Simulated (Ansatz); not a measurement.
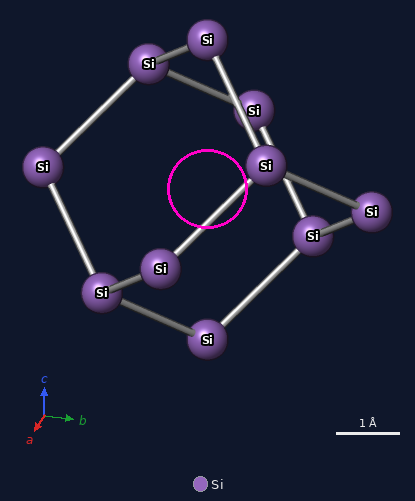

Perfect Si. The picture is a ball-and-stick view of the atoms within 3.8 Å of one point, seen from a free direction.

These are results of Ansatz 0.2.0, DFT, PBEsol, PAW, plane waves, not measurements. Settings: plane-wave cutoff 420 eV; k-point mesh 1 × 1 × 1; mesh shifted by (0.25, 0.25, 0.25); collinear spin. Fermi-Dirac smearing of 0.01 eV. A uniform background neutralises the charged cell. The axes drawn are those of the host's conventional cell.

An extra cobalt atom is put between the host's atoms (an interstitial) at the ringed place, in charge state +2. The supercell has 64 sites, and the atoms are relaxed at the host's cell.

### Predict the relaxed surroundings of the defect.

The Co atom starts with 10 Si at 2.35 to 2.72 Å around its place and ends with 10 Si at 2.38 to 2.75 Å. Of the host's atoms, a silicon atom moves furthest from its site, by 0.07 Å. The cell's net moment is 2.99 μB.

The relaxed defect, seen from the same direction:

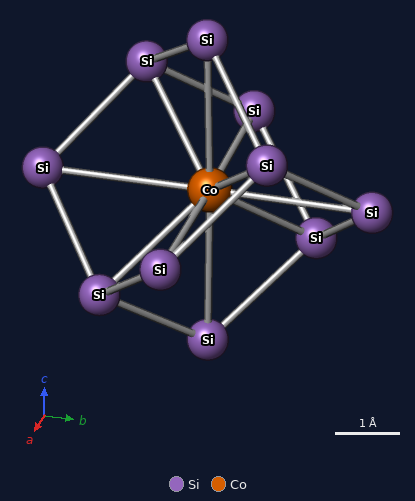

Limits of the set-up: the cell is charged, on a uniform background, and energies carry no finite-size correction.
